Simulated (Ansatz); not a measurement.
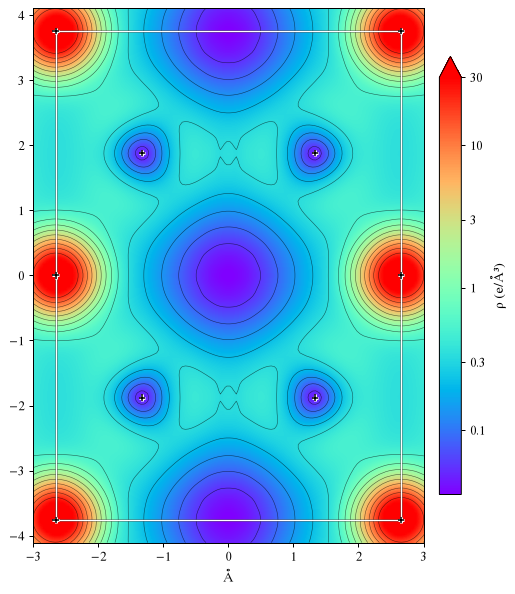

The valence pseudo-density on a plane through atoms (crosses mark nuclei in the plane).

Level of theory: Ansatz, DFT PBEsol, scalar-relativistic, plane waves, PAW.

Candidates:
A. AlAs, a = 5.68 Å, b = 5.68 Å, c = 5.68 Å, α = 90.00°, β = 90.00°, γ = 90.00°. Space group F-43m; a structure from a database of computed crystals, not necessarily the ambient phase.
B. Ti, a = 3.21 Å, b = 3.21 Å, c = 3.21 Å, α = 90.00°, β = 90.00°, γ = 90.00°. Space group Im-3m; computed without spin polarisation.
C. CoSi$_{2}$, a = 5.31 Å, b = 5.31 Å, c = 5.31 Å, α = 90.00°, β = 90.00°, γ = 90.00°. Space group Fm-3m; computed without spin polarisation.

Question: Which candidate gave the map?

Answer: Candidate C: CoSi$_{2}$ on the (011) plane of the conventional cell, which holds Co and Si. Co–Si (2.30 Å): ρ at the midpoint is about 0.51 e/Å³.
